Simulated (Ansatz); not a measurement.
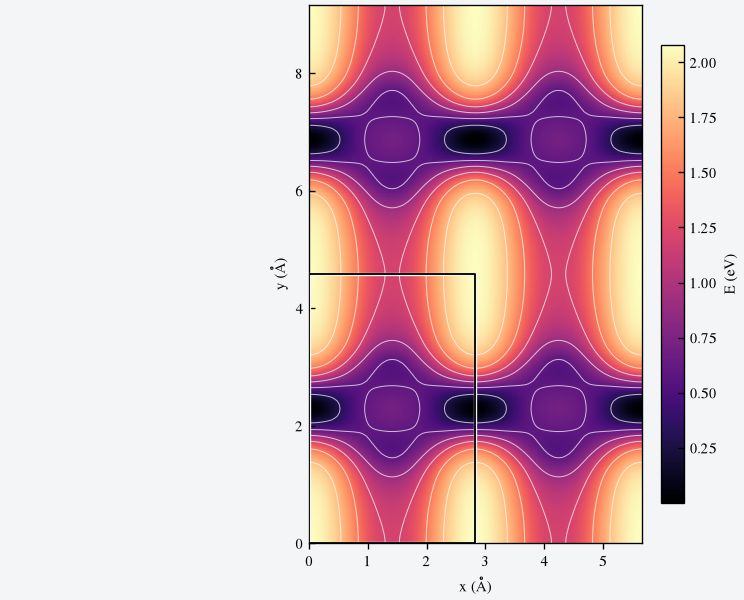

S on a Ti(100) slab cut from the P6/mmm phase, its upper half relaxed before the scan (6 atoms of substrate and one adsorbate in a 1 × 1 cell). S is moved over the surface cell; relaxed at each place: the height of the adsorbate's atoms; substrate rigid; the origin of the map has the adsorbate above Ti6. Places are given modulo a cell vector. The map is drawn in real space over the plane of the surface. The scan uses a 6 × 10 grid; 24 points were computed and 36 follow by symmetry. All energies are given in eV relative to the lowest grid point. With one adsorbate in each 1 × 1 cell, its nearest image is 2.8 Å away, so neighbouring adsorbates interact. Theory: DFT PBE, scalar-relativistic, plane waves, PAW in Ansatz. Settings: cutoff 420 eV, k-mesh 9×6×1, gaussian smearing 0.1 eV, no spin polarisation.

In the figure: a smooth colour map with a few white contour lines, the outline of one cell of the 2 × 2 shown. Between grid points the surface is interpolated.

The lowest grid point is at the trough between two rows of top atoms, (0/6, 5/10) of the cell vectors. A higher local minimum lies near (3/6, 4/10) of the cell vectors [nearest 1 Ti at 2.32 Å] (0.57 eV above the lowest at that grid point). The highest grid point, the top site over a surface Ti atom, (0/6, 0/10) of the cell vectors, lies 2.08 eV above the lowest. On the interpolated surface the easiest way out of the lowest well to the well at about (0.50, 0.64) of the cell vectors passes a barrier of about 0.59 eV. At the lowest point the adsorbate has 4 Ti at 2.42 Å as nearest neighbours, at the highest 1 Ti at 2.20 Å. Its relaxed height above the top atom is 0.71 Å at the lowest and 2.20 Å at the highest point.

S is replaced by Si; all else is set up alike.

What will the new map look like?

Answer. The minimum (interpolated where it lies between grid points) moves from the trough between two rows of top atoms, (0/6, 5/10) of the cell vectors to about (0.30, 0.50) of the cell vectors. The span from the lowest to the highest grid point grows from 2.08 to 2.25 eV. The easiest pass out of the lowest well goes from about 0.59 to about 0.032 eV on the interpolated surfaces. In the new map: at the lowest point the adsorbate has 1 Ti at 2.49 Å as nearest neighbours, at the highest 1 Ti at 2.51 Å. Its relaxed height above the top atom is 1.17 Å at the lowest and 2.51 Å at the highest point.

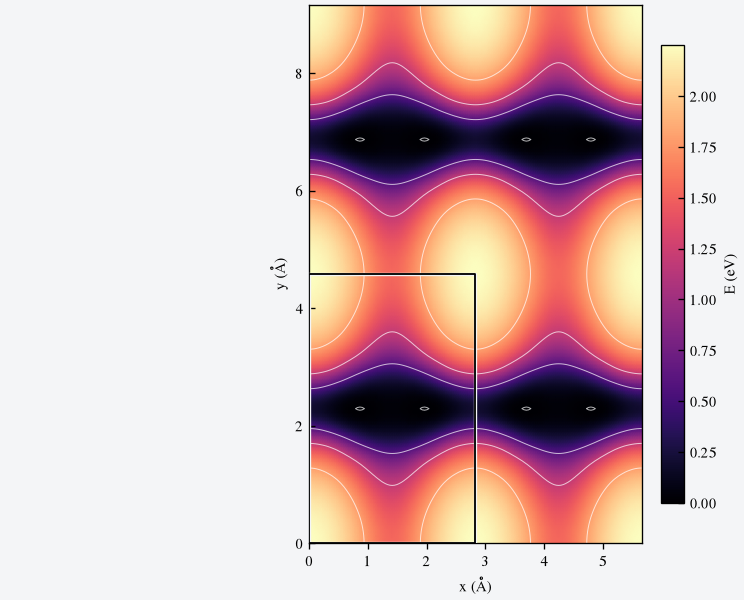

The map after the change, on a colour scale of its own. Drawn: a smooth colour map with a few white contour lines, the outline of one cell of the 2 × 2 shown. Between grid points the surface is interpolated.

PAW datasets: the set soft_1.
